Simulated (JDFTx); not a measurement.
## Field calculation, with input and output: Sn

The run: field calculation of Sn (slab, 4 atoms in the cell). Method and program: Kohn-Sham DFT of a periodic cell, revPBE, PseudoDojo-SR-PBE-0.5-standard, no spin polarisation (JDFTx 1.7.0 (patched build)).

The structure derives from an entry of the Crystallography Open Database.

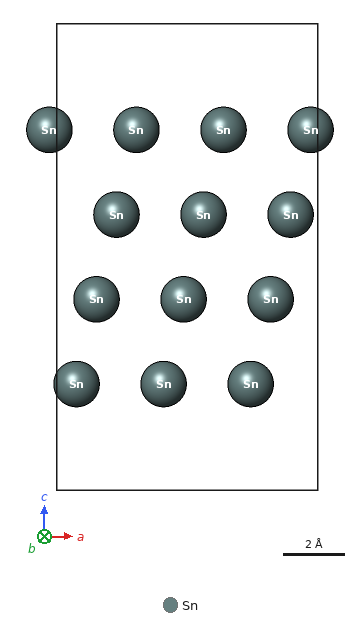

**Figure 1.** The structure (spheres-only view of the 3 × 1 repeat of the cell, with the vacuum cut short, along the b axis). An atom can appear more than once, as a periodic image.

## Input
```
lattice \
    6.0121636655    -3.0060818327     0.0000000000 \
    0.0000000000     6.2764801729     0.0000000000 \
    0.0000000000     0.0000000000    44.1791446128
coords-type Lattice
ion Sn     0.2293872503     0.4587745005     0.3208062551 0
ion Sn     0.4587745005     0.9175490010     0.4402687517 0
ion Sn     0.6881617508     0.3763235016     0.5597312483 1
ion Sn     0.9175490010     0.8350980021     0.6791937449 1

ion-species pseudo/Sn.upf
elec-cutoff 36
elec-ex-corr gga-x-pbe-r gga-c-pbe
kpoint-folding 4 4 1
elec-smearing Fermi 0.0018374661
elec-n-bands 37
electronic-SCF nIterations 100 energyDiffThreshold 1e-08
electronic-minimize nIterations 30 energyDiffThreshold 1e-7
coulomb-interaction Slab 001
coulomb-truncation-embed 0.000000 0.000000 0.500000
electric-field 0 0 0.00388938
converge-empty-states yes
forces-output-coords Cartesian

dump-name run.$VAR
dump End Ecomponents EigStats BandEigs Kpoints Forces Dipole
```

Machine: 1 thread of Arm Neoverse V1, 24 GiB of memory available, shared host.

Run as:
```bash
jdftx -c 1 -i Sn.in -o Sn.out
```

## What the program printed
```
*************** JDFTx 1.7.0 (patched build) ***************

Input parsed successfully to the following command list (including defaults):
[... the input with its defaults ...]

---------- Setting up symmetries ----------

Found 8 point-group symmetries of the bravais lattice
Found 2 space-group symmetries with basis
reduced to 2 space-group symmetries with electric field
Applied RMS atom displacement 2.12562e-10 bohrs to make symmetries exact.

---------- Initializing the Grid ----------
R =
[      6.01216     -3.00608            0  ]
[            0      6.27648            0  ]
[            0            0      44.1791  ]
unit cell volume = 1667.11
G =
[    1.04508   0.500534         -0  ]
[          0    1.00107          0  ]
[          0         -0   0.142221  ]
Minimum fftbox size, Smin = [  36  40  240  ]
Chosen fftbox size, S = [  40  40  240  ]

---------- Exchange Correlation functional ----------
Initialized LibXC exchange functional 'Revised PBE from Zhang & Yang'
Initialized LibXC correlation functional 'Perdew, Burke & Ernzerhof'

---------- Setting up pseudopotentials ----------
Width of ionic core gaussian charges (only for fluid interactions / plotting) set to 0

Reading pseudopotential file 'pseudo/Sn.upf':
  'Sn' pseudopotential, 'PBE' functional
  Generated using ONCVPSP code by D. R. Hamann
  14 valence electrons, 3 orbitals, 6 projectors, 1001 radial grid points, with lMax = 2
    4D    l: 2   occupation: 10.0   eigenvalue: -0.949566
    5S    l: 0   occupation:  2.0   eigenvalue: -0.387678
    5P    l: 1   occupation:  2.0   eigenvalue: -0.135764
  Core radius for overlap checks: 2.33 bohrs.

Initialized 1 species with 4 total atoms.

Folded 1 k-points by 4x4x1 to 16 k-points.

---------- Setting up k-points, bands, fillings ----------
Adding inversion symmetry to k-mesh for non-inversion-symmetric unit cell.
Reduced to 7 k-points under symmetry.
Computing the number of bands and number of electrons
Calculating initial fillings.
nElectrons:  56.000000   nBands: 37   nStates: 7

----- Setting up reduced wavefunction bases (one per k-point) -----
average nbasis = 17203.312 , ideal nbasis = 17199.349

---------- Setting up coulomb interaction ----------
Setting up double-sized grid for truncated Coulomb potentials:
R =
[      6.01216     -3.00608            0  ]
[            0      6.27648            0  ]
[            0            0      88.3583  ]
unit cell volume = 3334.22
G =
[    1.04508   0.500534         -0  ]
[          0    1.00107          0  ]
[          0         -0  0.0711103  ]
Chosen fftbox size, S = [  40  40  480  ]
Integer grid location selected as the embedding center:
   Grid: [  0  0  120  ]
   Lattice: [  0  0  0.5  ]
   Cartesian: [  0  0  22.0896  ]
Constructing Wigner-Seitz cell: 8 faces (6 quadrilaterals, 2 hexagons)
Range-separation parameter for embedded mesh potentials due to point charges: 0.541269 bohrs.
Initialized slab truncation along lattice direction 001

---------- Setting up 2D ewald sum ----------
Optimum gaussian width for ewald sums = 3.664596 bohr.
Real space sums over 255 unit cells with max indices [  8  7  0  ]
Reciprocal space sums over 81 terms with max indices [  4  4  0  ]

---------- Allocating electronic variables ----------
Initializing wave functions:  linear combination of atomic orbitals
Note: number of bands (37) exceeds available atomic orbitals (36)
Sn pseudo-atom occupations:   s ( 2 )  p ( 2 )  d ( 10 )
	FillingsUpdate:  mu: +0.365504422  nElectrons: 56.000000
LCAOMinimize: Iter:   0  F: -269.8757428583442675  |grad|_K:  9.467e-02  alpha:  1.000e+00
LCAOMinimize: 	Step increased F by 2.810813e+01, reducing alpha to 1.706214e-02.
	FillingsUpdate:  mu: -0.225840594  nElectrons: 56.000000
LCAOMinimize: Iter:   1  F: -270.6310101240267727  |grad|_K:  1.810e-02  alpha:  1.706e-02  linmin: -1.903e-01  cgtest:  1.148e+00
[... 21 lines of inner loops ...]
LCAOMinimize: 	Predicted alpha/alphaT>3.000000, increasing alphaT to 9.655591e-02.
	FillingsUpdate:  mu: -0.187340337  nElectrons: 56.000000
LCAOMinimize: Iter:  10  F: -270.6706375029458513  |grad|_K:  1.236e-05  alpha:  1.898e-01  linmin:  1.521e-04  cgtest: -5.832e-03
LCAOMinimize: Converged (|Delta F|<1.000000e-06 for 2 iters).

-------- Electronic minimization -----------
Will mix electronic density at each iteration.
	FillingsUpdate:  mu: -0.187340337  nElectrons: 56.000000
	FillingsUpdate:  mu: -0.200607824  nElectrons: 56.000000
SCF: Cycle:  0   F: -270.731492222973657   dF: -6.085e-02   |Residual|: 3.635e-02   |deigs|: 5.297e-02
	FillingsUpdate:  mu: -0.200110538  nElectrons: 56.000000
SCF: Cycle:  1   F: -270.741407164015754   dF: -9.915e-03   |Residual|: 2.215e-02   |deigs|: 3.525e-03
	FillingsUpdate:  mu: -0.197925985  nElectrons: 56.000000
SCF: Cycle:  2   F: -270.748020195992410   dF: -6.613e-03   |Residual|: 8.908e-03   |deigs|: 2.107e-03
	FillingsUpdate:  mu: -0.195710474  nElectrons: 56.000000
SCF: Cycle:  3   F: -270.749111760098515   dF: -1.092e-03   |Residual|: 6.008e-03   |deigs|: 2.542e-03
	FillingsUpdate:  mu: -0.192746036  nElectrons: 56.000000
SCF: Cycle:  4   F: -270.749794641156655   dF: -6.829e-04   |Residual|: 4.752e-03   |deigs|: 3.359e-03
	FillingsUpdate:  mu: -0.189084609  nElectrons: 56.000000
SCF: Cycle:  5   F: -270.750048883319550   dF: -2.542e-04   |Residual|: 3.443e-03   |deigs|: 4.119e-03
	FillingsUpdate:  mu: -0.185750940  nElectrons: 56.000000
SCF: Cycle:  6   F: -270.750193994773724   dF: -1.451e-04   |Residual|: 2.549e-03   |deigs|: 3.254e-03
	FillingsUpdate:  mu: -0.180938221  nElectrons: 56.000000
SCF: Cycle:  7   F: -270.750210332871063   dF: -1.634e-05   |Residual|: 2.000e-03   |deigs|: 4.826e-03
	FillingsUpdate:  mu: -0.176124092  nElectrons: 56.000000
SCF: Cycle:  8   F: -270.750211472403578   dF: -1.140e-06   |Residual|: 1.871e-03   |deigs|: 4.988e-03
	FillingsUpdate:  mu: -0.167417745  nElectrons: 56.000000
SCF: Cycle:  9   F: -270.750248793252979   dF: -3.732e-05   |Residual|: 1.503e-03   |deigs|: 8.680e-03
	FillingsUpdate:  mu: -0.160869891  nElectrons: 56.000000
SCF: Cycle: 10   F: -270.750269074090170   dF: -2.028e-05   |Residual|: 1.196e-03   |deigs|: 6.517e-03
	FillingsUpdate:  mu: -0.154028822  nElectrons: 56.000000
SCF: Cycle: 11   F: -270.750280956420283   dF: -1.188e-05   |Residual|: 6.824e-04   |deigs|: 6.899e-03
	FillingsUpdate:  mu: -0.153393967  nElectrons: 56.000000
SCF: Cycle: 12   F: -270.750279315519833   dF: +1.641e-06   |Residual|: 4.571e-04   |deigs|: 6.284e-04
	FillingsUpdate:  mu: -0.152944002  nElectrons: 56.000000
SCF: Cycle: 13   F: -270.750277847124096   dF: +1.468e-06   |Residual|: 3.789e-04   |deigs|: 4.516e-04
	FillingsUpdate:  mu: -0.152948982  nElectrons: 56.000000
SCF: Cycle: 14   F: -270.750276936829096   dF: +9.103e-07   |Residual|: 3.186e-04   |deigs|: 1.518e-04
	FillingsUpdate:  mu: -0.152764528  nElectrons: 56.000000
SCF: Cycle: 15   F: -270.750277179488990   dF: -2.427e-07   |Residual|: 2.693e-04   |deigs|: 1.857e-04
	FillingsUpdate:  mu: -0.151629965  nElectrons: 56.000000
SCF: Cycle: 16   F: -270.750280391877709   dF: -3.212e-06   |Residual|: 2.133e-04   |deigs|: 1.233e-03
	FillingsUpdate:  mu: -0.151621736  nElectrons: 56.000000
SCF: Cycle: 17   F: -270.750283459056106   dF: -3.067e-06   |Residual|: 1.477e-04   |deigs|: 1.467e-04
	FillingsUpdate:  mu: -0.151437142  nElectrons: 56.000000
SCF: Cycle: 18   F: -270.750284687256965   dF: -1.228e-06   |Residual|: 9.186e-05   |deigs|: 2.357e-04
	FillingsUpdate:  mu: -0.151246057  nElectrons: 56.000000
SCF: Cycle: 19   F: -270.750284942939288   dF: -2.557e-07   |Residual|: 3.818e-05   |deigs|: 2.434e-04
	FillingsUpdate:  mu: -0.151287567  nElectrons: 56.000000
SCF: Cycle: 20   F: -270.750285003576153   dF: -6.064e-08   |Residual|: 1.960e-05   |deigs|: 1.305e-04
	FillingsUpdate:  mu: -0.151268480  nElectrons: 56.000000
SCF: Cycle: 21   F: -270.750285020019362   dF: -1.644e-08   |Residual|: 9.680e-06   |deigs|: 1.916e-04
	FillingsUpdate:  mu: -0.151275048  nElectrons: 56.000000
SCF: Cycle: 22   F: -270.750285021497916   dF: -1.479e-09   |Residual|: 3.617e-06   |deigs|: 5.984e-05
	FillingsUpdate:  mu: -0.151265117  nElectrons: 56.000000
SCF: Cycle: 23   F: -270.750285021766047   dF: -2.681e-10   |Residual|: 1.826e-06   |deigs|: 5.989e-05
SCF: Converged (|Delta E|<1.000000e-08 for 2 iters).

Setting wave functions to eigenvectors of Hamiltonian
Converging empty states (this may take a while): |deigs|: 8.163e-05

# Ionic positions in lattice coordinates:
ion Sn   0.229387250250000   0.458774500500000   0.320806255100000 0
ion Sn   0.458774500500000   0.917549001000000   0.440268751700000 0
ion Sn   0.688161750800000   0.376323501600000   0.559731248300000 1
ion Sn   0.917549001050000   0.835098002100000   0.679193744900000 1

# Forces in Cartesian coordinates:
force Sn   0.000000000000000  -0.002550992860221   0.005489479855634 0
force Sn   0.000000000000000  -0.000731914260697  -0.012623797111444 0
force Sn   0.000000000000000   0.000737856979751   0.012632255531850 1
force Sn   0.000000000000000   0.002530979084230  -0.005487171435229 1

# Energy components:
   Eewald =    -1972.8040448178239785
Eexternal =       -0.0010159938539734
       EH =    -1738.2106602829167059
     Eloc =     3385.5140561146849905
      Enl =      -89.5581766528381138
      Exc =      -88.1874670337147109
 Exc_core =       44.5801453841925408
       KE =      187.9172971703947610
-------------------------------------
     Etot =     -270.7498661118750647
       TS =        0.0004189098909928
-------------------------------------
        F =     -270.7502850217660466

IonicMinimize: Iter:   0  F: -270.750285021766047  |grad|_K:  5.725e-03
IonicMinimize: None of the convergence criteria satisfied after 0 iterations.

#--- Lowdin population analysis ---
# oxidation-state Sn +0.048 +0.020 +0.024 +0.020

Dumping 'run.eigStats' ...
	eMin: -0.948877 at state 2 ( [ +0.000000 +0.500000 +0.000000 ] spin 0 )
	HOMO: -0.157253 at state 4 ( [ +0.250000 +0.250000 +0.000000 ] spin 0 )
	mu  : -0.151254
	LUMO: -0.148382 at state 2 ( [ +0.000000 +0.500000 +0.000000 ] spin 0 )
	eMax: +0.113125 at state 0 ( [ +0.000000 +0.000000 +0.000000 ] spin 0 )
	HOMO-LUMO gap: +0.008871
	Optical gap  : +0.029209 at state 6 ( [ +0.500000 +0.250000 +0.000000 ] spin 0 )
Done!
```

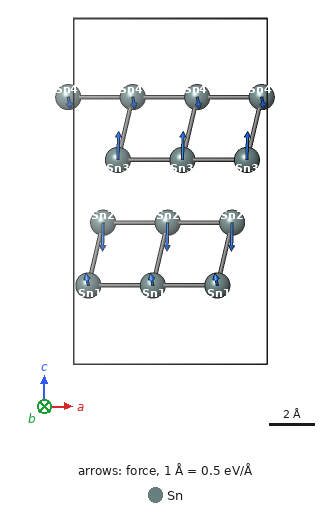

**Figure 2.** Forces on the atoms as blue arrows (ball-and-stick view of the 3 × 1 repeat of the cell, with the vacuum cut short, along the b axis; atoms are numbered from 1 in the order of the input). The largest act on Sn2, Sn3 (0.65 eV/Å); Sn1, Sn4 (0.31 eV/Å). 

## Key numbers

- outcome: converged
- electrons treated: 56
- free energy: −7367.4906 eV
- Fermi energy: −4.116 eV
- gap on the k-point mesh: none (metallic)
- largest force (length of the vector): 0.651 eV/Å
- dipole moment: 0.66 D
- wall time: 7.5 min
- peak memory: 0.29 GiB

## Notes

Points of doubt noted for this run: coarse mesh; forces on coarse density grid; slab dipole by some per cent. The k-point mesh is coarse for a cell of this size, so the results may not be converged.
